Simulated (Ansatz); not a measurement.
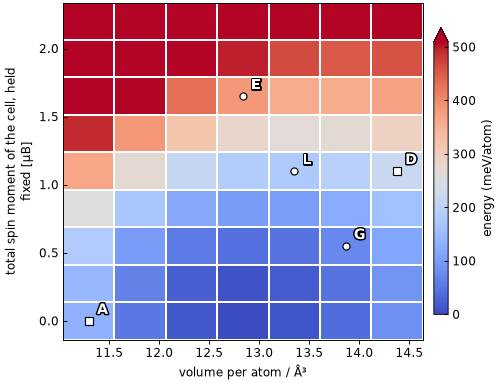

CoSi2 (Fm-3m, No. 225; 3 atoms in the cell). 
- The energy is mapped over volume and a fixed ferromagnetic moment.
- First axis: volume per atom. Second axis: total spin moment of the cell, held fixed.
- Nothing is relaxed (shape and fractional coordinates fixed).
- The grid has 7 × 9 points.
- Points are written as (first, second).
- All energies are given in meV/atom relative to the lowest grid point.
- The moment is held fixed and parallel; antiferromagnetic orders weren't tried.
- Computed with DFT PBE, scalar-relativistic, plane waves, PAW (Ansatz). Settings: cutoff 520 eV, k-mesh 14×14×14, gaussian smearing 0.15 eV.

In the figure: one coloured cell a grid point, one colour for all values above the top of the scale, lettered points.

Question: What kind of point is each of E, G, L: minimum, saddle, maximum or slope?

Answer: E: on a slope; G: on a slope; L: on a slope. (In these two coordinates alone; a stationary point may lie a little off the grid point.)

Question: Rank the lettered points by energy, lowest first.

Answer: G (73 meV/atom), A (131 meV/atom), L (177 meV/atom), D (218 meV/atom), E (383 meV/atom).

PAW datasets: the set soft_1.
